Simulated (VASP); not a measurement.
Single-point calculation, with input and output: PtSe2

- system: PtSe2 (3 atoms in the cell)
- method: DFT, PBE, plane waves, PAW (VASP 6.6.1)

The structure was built on a prototype by a generator. The geometry comes from this level: r2scan-rvv10 (a point of a series of strains). It belongs to a series of runs on one base structure; here: epitaxial_xy strain -2.1%.

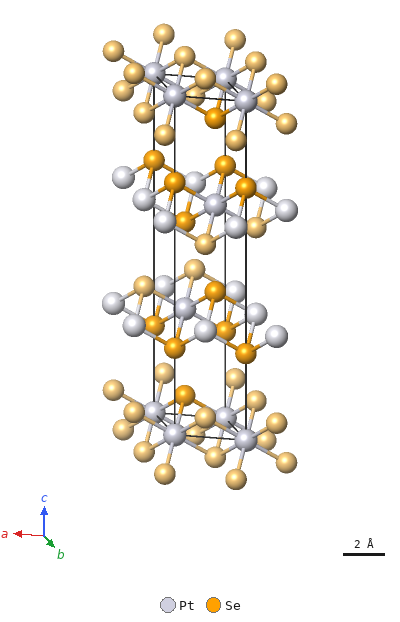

*The input geometry (ball-and-stick view of the cell 3 times as large as that of the calculation, set on its symmetry axes, seen at an oblique angle; neighbours outside the cell are drawn fainter).*

Near neighbours in the crystal (not all of them lie inside the picture): Pt has 6 Se at 2.49 Å; Se has 3 Pt at 2.49 Å.

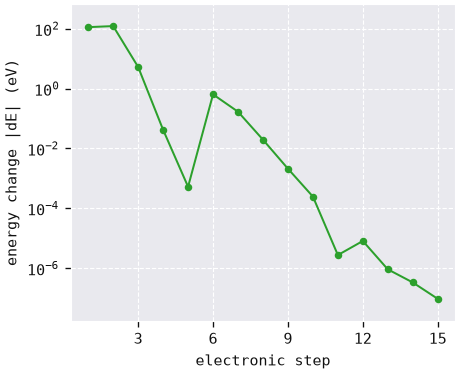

*Convergence of the self-consistent field: energy change |dE| against the electronic step.*

It takes 15 electronic steps. The density is held fixed in the first few steps, and dE rises again when its update begins.

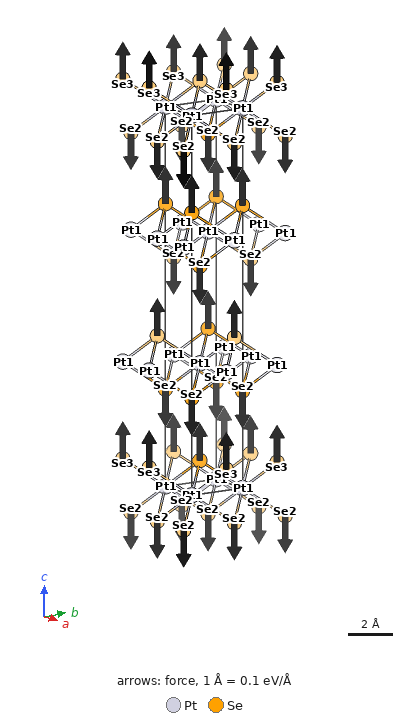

*Forces on the atoms as black arrows (ball-and-stick view of the cell 3 times as large as that of the calculation, set on its symmetry axes, seen slightly off an axis; neighbours outside the cell are drawn fainter; atoms are numbered from 1 in the order of the input).*

The largest act on Se2, Se3 (0.18 eV/Å). The geometry is not a stationary point of this energy.

The input and output of the run follow.

INCAR:
```
ENCUT = 520.000000
SIGMA = 0.020000
EDIFF = 1.00e-07
GGA = PE
PREC = Accurate
IBRION = -1
ISIF = 2
ISMEAR = -1
NBANDS = 18
NELM = 120
NSW = 0
LASPH = .TRUE.
LCHARG = .FALSE.
LWAVE = .FALSE.
LREAL = .FALSE.
```

KPOINTS:
```
KPOINTS created by Atomic Simulation Environment
0
Gamma
8 8 8
0 0 0
```

KPOINTS_OPT:
```
special points
11
Reciprocal
0.0000000000 0.0000000000 0.0000000000 1
0.5000000000 0.5000000000 0.5000000000 1
0.8105216083 0.1894783917 0.5000000000 1
0.5000000000 -0.1894783917 0.1894783917 1
0.5000000000 0.0000000000 0.0000000000 1
0.3447391959 -0.3447391959 0.0000000000 1
0.6552608041 0.0000000000 0.3447391959 1
0.5000000000 0.0000000000 0.5000000000 1
0.0344739196 -0.0344739196 0.0000000000 1
0.0000000000 0.2500000000 -0.2500000000 1
0.2500000000 0.2500000000 -0.5000000000 1
```

POSCAR:
```
Pt Se
 1.0000000000000000
     1.8071265265778669    1.0433449865961122    5.8786684132970422
    -1.8071265265778669    1.0433449865961122    5.8786684132970422
     0.0000000000000000   -2.0866899731422239    5.8786684133059159
 Pt  Se
   1   2
Cartesian
 -0.0000000000000000 -0.0000000000000000 -0.0000000000000000
 -0.0000000000000000  0.0000000000127953  4.5131053963940806
  0.0000000000000001  0.0000000000372049 13.1228998435059232
```

Launched with:
```bash
mpirun -np 1 vasp_std
```

OSZICAR:
```
N       E                     dE             d eps       ncg     rms          rms(c)
DAV:   1     0.113391310759E+03    0.11339E+03   -0.98993E+03  2364   0.106E+03
DAV:   2    -0.966201885751E+01   -0.12305E+03   -0.11851E+03  2924   0.207E+02
DAV:   3    -0.149596161975E+02   -0.52976E+01   -0.52642E+01  2882   0.442E+01
DAV:   4    -0.150017510579E+02   -0.42135E-01   -0.42120E-01  2876   0.427E+00
DAV:   5    -0.150022780779E+02   -0.52702E-03   -0.52700E-03  2906   0.456E-01    0.133E+01
DAV:   6    -0.143596993765E+02    0.64258E+00   -0.35786E+00  2436   0.186E+01    0.734E+00
DAV:   7    -0.141905388304E+02    0.16916E+00   -0.73766E-01  2410   0.859E+00    0.389E+00
DAV:   8    -0.141708678453E+02    0.19671E-01   -0.44300E-02  2758   0.165E+00    0.743E-01
DAV:   9    -0.141687565046E+02    0.21113E-02   -0.76434E-03  2530   0.866E-01    0.169E-01
DAV:  10    -0.141690038280E+02   -0.24732E-03   -0.13627E-03  2744   0.250E-01    0.580E-02
DAV:  11    -0.141690010781E+02    0.27500E-05   -0.69503E-05  2990   0.684E-02    0.320E-02
DAV:  12    -0.141690092042E+02   -0.81262E-05   -0.16333E-05  2560   0.269E-02    0.470E-03
DAV:  13    -0.141690101201E+02   -0.91593E-06   -0.21862E-06  3048   0.104E-02    0.183E-03
DAV:  14    -0.141690104544E+02   -0.33423E-06   -0.39542E-07  2586   0.372E-03    0.118E-03
DAV:  15    -0.141690105491E+02   -0.94696E-07   -0.21235E-08  2270   0.103E-03
   1 F= -.14169011E+02 E0= -.14169010E+02  d E =-.127956E-06
       N       E                     dE             ncg
DAV:   1     0.332760253076E+04   -0.49580E+04      396
DAV:   2     0.194929045312E+04   -0.13783E+04      498
DAV:   3     0.189397827693E+04   -0.55312E+02      478
DAV:   4     0.189348783837E+04   -0.49044E+00      504
DAV:   5     0.189347937349E+04   -0.84649E-02      490
DAV:   6     0.189347912834E+04   -0.24516E-03      482
DAV:   7     0.189347912011E+04   -0.82215E-05      524
DAV:   8     0.189347911983E+04   -0.28750E-06      490
DAV:   9     0.189347911982E+04   -0.78314E-08      338
```

Parts of OUTCAR:
```
k-points           NKPTS =     65   k-points in BZ     NKDIM =     65   number of bands    NBANDS=     18

   NELECT =      22.0000    total number of electrons

   dimension x,y,z NGX =    48 NGY =   48 NGZ =   48
   dimension x,y,z NGXF=    96 NGYF=   96 NGZF=   96

  energy-cutoff  :      520.00
  volume of cell :       66.50
      direct lattice vectors                 reciprocal lattice vectors
     1.807126527  1.043344987  5.878668413     0.276682342  0.159742625  0.056702183
    -1.807126527  1.043344987  5.878668413    -0.276682342  0.159742625  0.056702183
     0.000000000 -2.086689973  5.878668413     0.000000000 -0.319485249  0.056702183

 k-points in reciprocal lattice and weights: KPOINTS created by Atomic Simulation Env
   0.00000000  0.00000000  0.00000000       0.002
   0.12500000 -0.00000000 -0.00000000       0.012
   0.25000000 -0.00000000 -0.00000000       0.012
   0.37500000 -0.00000000  0.00000000       0.012
   0.50000000 -0.00000000 -0.00000000       0.006
   0.12500000  0.12500000 -0.00000000       0.012
   0.25000000  0.12500000  0.00000000       0.023
   0.37500000  0.12500000 -0.00000000       0.023
   0.50000000  0.12500000 -0.00000000       0.023
  -0.37500000  0.12500000  0.00000000       0.023
  -0.25000000  0.12500000  0.00000000       0.023
  -0.12500000  0.12500000  0.00000000       0.012
   0.25000000  0.25000000 -0.00000000       0.012
   0.37500000  0.25000000 -0.00000000       0.023
   0.50000000  0.25000000  0.00000000       0.023
  -0.37500000  0.25000000  0.00000000       0.023
  -0.25000000  0.25000000  0.00000000       0.012
   0.37500000  0.37500000  0.00000000       0.012
   0.50000000  0.37500000  0.00000000       0.023
  -0.37500000  0.37500000  0.00000000       0.012
   0.50000000  0.50000000 -0.00000000       0.006
   0.12500000  0.12500000  0.12500000       0.004
   0.25000000  0.12500000  0.12500000       0.012
   0.37500000  0.12500000  0.12500000       0.012
   0.50000000  0.12500000  0.12500000       0.012
  -0.37500000  0.12500000  0.12500000       0.012
  -0.25000000  0.12500000  0.12500000       0.012
  -0.12500000  0.12500000  0.12500000       0.012
   0.25000000  0.25000000  0.12500000       0.012
   0.37500000  0.25000000  0.12500000       0.023
   0.50000000  0.25000000  0.12500000       0.023
  -0.37500000  0.25000000  0.12500000       0.023
  -0.25000000  0.25000000  0.12500000       0.023
  -0.12500000  0.25000000  0.12500000       0.023
   0.37500000  0.37500000  0.12500000       0.012
   0.50000000  0.37500000  0.12500000       0.023
  -0.37500000  0.37500000  0.12500000       0.023
  -0.25000000  0.37500000  0.12500000       0.023
  -0.12500000  0.37500000  0.12500000       0.023
   0.50000000  0.50000000  0.12500000       0.012
  -0.37500000  0.50000000  0.12500000       0.023
  -0.25000000  0.50000000  0.12500000       0.023
  -0.12500000  0.50000000  0.12500000       0.012
  -0.37500000 -0.37500000  0.12500000       0.012
  -0.25000000 -0.37500000  0.12500000       0.023
  -0.25000000 -0.25000000  0.12500000       0.012
   0.25000000  0.25000000  0.25000000       0.004
   0.37500000  0.25000000  0.25000000       0.012
   0.50000000  0.25000000  0.25000000       0.012
  -0.37500000  0.25000000  0.25000000       0.012
  -0.25000000  0.25000000  0.25000000       0.012
   0.37500000  0.37500000  0.25000000       0.012
   0.50000000  0.37500000  0.25000000       0.023
  -0.37500000  0.37500000  0.25000000       0.023
  -0.25000000  0.37500000  0.25000000       0.023
   0.50000000  0.50000000  0.25000000       0.012
  -0.37500000  0.50000000  0.25000000       0.023
  -0.25000000  0.50000000  0.25000000       0.012
  -0.37500000 -0.37500000  0.25000000       0.012
   0.37500000  0.37500000  0.37500000       0.004
   0.50000000  0.37500000  0.37500000       0.012
  -0.37500000  0.37500000  0.37500000       0.012
   0.50000000  0.50000000  0.37500000       0.012
  -0.37500000  0.50000000  0.37500000       0.012
   0.50000000  0.50000000  0.50000000       0.002

 E-fermi :   5.2154

 k-point     1 :       0.0000    0.0000    0.0000
  band No.  band energies     occupation
      1      -9.8363      2.00000
      2      -7.8150      2.00000
      3      -1.4356      2.00000
      4      -0.6286      2.00000
      5      -0.6286      2.00000
      6       1.5368      2.00000
      7       1.5368      2.00000
      8       2.7932      2.00000
      9       4.7388      2.00000
     10       4.7388      2.00000
     11       4.9747      1.99999
     12       7.5035      0.00000
     13       7.5035      0.00000
     14       9.6091      0.00000
     15       9.9616      0.00000
     16      13.0072      0.00000
     17      13.0072      0.00000
     18      16.1016      0.00000

 k-point     2 :       0.1250   -0.0000   -0.0000
  band No.  band energies     occupation
      1      -9.6509      2.00000
      2      -7.8291      2.00000
      3      -1.2224      2.00000
      4      -0.6308      2.00000
      5      -0.5339      2.00000
      6       1.2791      2.00000
      7       1.4313      2.00000
      8       2.5532      2.00000
      9       4.2508      2.00000
     10       4.7445      2.00000
     11       4.9581      1.99999
     12       6.6094      0.00000
     13       7.2342      0.00000
     14      10.5726      0.00000
     15      10.8641      0.00000
     16      12.5428      0.00000
     17      13.6825      0.00000
     18      15.0229      0.00000

 k-point     3 :       0.2500   -0.0000   -0.0000
  band No.  band energies     occupation
      1      -9.1495      2.00000
      2      -7.8620      2.00000
      3      -0.8925      2.00000
      4      -0.3551      2.00000
      5      -0.3123      2.00000
      6       0.3257      2.00000
      7       1.3662      2.00000
      8       2.1503      2.00000
      9       3.5796      2.00000
     10       4.2185      2.00000
     11       4.4259      2.00000
     12       6.2904      0.00000
     13       6.9505      0.00000
     14      10.4671      0.00000
     15      11.9740      0.00000
     16      13.8357      0.00000
     17      14.1394      0.00000
     18      14.8348      0.00000

 k-point     4 :       0.3750   -0.0000    0.0000
  band No.  band energies     occupation
      1      -8.5417      2.00000
      2      -7.8858      2.00000
      3      -1.2633      2.00000
      4      -0.3007      2.00000
      5      -0.2677      2.00000
      6       0.4981      2.00000
      7       1.7235      2.00000
      8       2.0149      2.00000
      9       2.4514      2.00000
     10       3.6156      2.00000
     11       3.6332      2.00000
     12       6.4439      0.00000
     13       6.9647      0.00000
     14      10.1042      0.00000
     15      11.4723      0.00000
     16      13.2959      0.00000
     17      14.5249      0.00000
     18      15.2901      0.00000

 k-point     5 :       0.5000   -0.0000   -0.0000
  band No.  band energies     occupation
      1      -8.2551      2.00000
      2      -7.8755      2.00000
      3      -1.7578      2.00000
      4      -0.3177      2.00000
      5       0.0030      2.00000
      6       0.6165      2.00000
      7       2.0958      2.00000
      8       2.2358      2.00000
      9       2.5810      2.00000
     10       2.6471      2.00000
     11       2.9639      2.00000
     12       6.5839      0.00000
     13       7.0058      0.00000
     14      10.1664      0.00000
     15      10.7789      0.00000
     16      12.9366      0.00000
     17      14.7018      0.00000
     18      15.1811      0.00000

 [... the levels of 59 k-points are left out ...]

 k-point    65 :       0.5000    0.5000    0.5000
  band No.  band energies     occupation
      1      -9.6389      2.00000
      2      -8.2039      2.00000
      3      -0.6112      2.00000
      4      -0.6112      2.00000
      5      -0.5234      2.00000
      6       1.5388      2.00000
      7       1.5388      2.00000
      8       2.6599      2.00000
      9       3.4074      2.00000
     10       4.5714      2.00000
     11       4.5714      2.00000
     12       7.6830      0.00000
     13       7.6830      0.00000
     14      10.3360      0.00000
     15      11.5859      0.00000
     16      13.4417      0.00000
     17      13.4417      0.00000
     18      14.0916      0.00000

  Total        3.2820699      3.2820699      1.2180142      0.0000000     -0.0000000      0.0000000
  in kB       79.0699933     79.0699933     29.3437907      0.0000000     -0.0000000      0.0000000
  external PRESSURE =      62.4945924 kB  Pullay stress =       0.0000000 kB

 POSITION                                       TOTAL-FORCE (eV/Angst)
 -----------------------------------------------------------------------------------
      0.00000      0.00000      0.00000         0.000000      0.000000      0.000000
      0.00000      0.00000      4.51311         0.000000     -0.000000     -0.175405
      0.00000      0.00000     13.12290         0.000000      0.000000      0.175405
 -----------------------------------------------------------------------------------
    total drift:                                0.000000      0.000000     -0.000000

  FREE ENERGIE OF THE ION-ELECTRON SYSTEM (eV)
  ---------------------------------------------------
  free  energy   TOTEN  =       -14.1690105491 eV

  energy  without entropy=      -14.1690104211  energy(sigma->0) =      -14.16901049
```

Results in brief:

```json
{"quantity": "outcome", "value": "converged"}
{"quantity": "space group (tolerance 0.01 Å)", "value": "R-3m (166)"}
{"quantity": "electrons treated", "value": "22"}
{"quantity": "free energy", "value": "−14.1690 eV"}
{"quantity": "Fermi energy", "value": "5.215 eV"}
{"quantity": "band gap", "value": "0.45 eV"}
{"quantity": "pressure", "value": "6.25 GPa"}
{"quantity": "largest force (length of the vector)", "value": "0.175 eV/Å"}
{"quantity": "hardware", "value": "1 CPU thread, shared host"}
{"quantity": "wall time", "value": "83 s"}
{"quantity": "peak memory", "value": "0.36 GiB"}
```

Remarks:

Spin–orbit coupling is left out, which matters for Pt.
